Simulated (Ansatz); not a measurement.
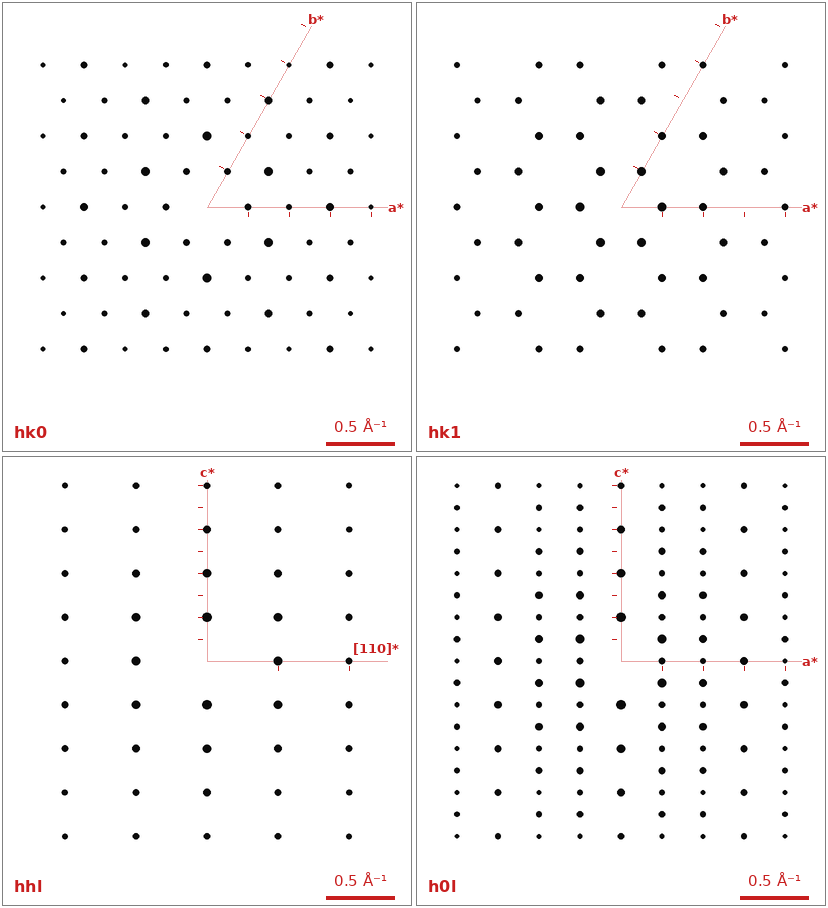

Four undistorted layers of reciprocal space, calculated for a single crystal (X-rays, kinematic |F|², B = 0.5 Å²). Tick marks count the reciprocal lattice steps of the conventional cell along each axis.

What cell do the layers give?

a* = 0.302, b* = 0.302, c* = 0.161 Å⁻¹, γ* = 60°; the cell is hexagonal with a = 3.83 Å, c = 6.20 Å (hexagonal axes).

Which reflection conditions do the layers show?

Reflections are present only under these conditions. hkl: no condition; hk0: no condition; h0l: no condition; hhl: l = 2n; 00l: l = 2n. The lattice is primitive (P). Further gaps, such as 0 3 1, 3 0 1, 3 0 3, come from atoms on special positions, not from the group's general conditions.

Which space groups fit?

The intensities have Laue symmetry 6/mmm (the hk0 layer shows 6mm, hk1 shows 6mm). With these conditions the candidates are P6_3mc (No. 186), P-62c (No. 190), P6_3/mmc (No. 194). Diffraction geometry alone does not choose among them; the structure has P6_3/mmc. The compound is La. Structure: the input geometry of an electronic-structure calculation (not necessarily at equilibrium); the starting structure was generated, so it need not be a known form of this composition.
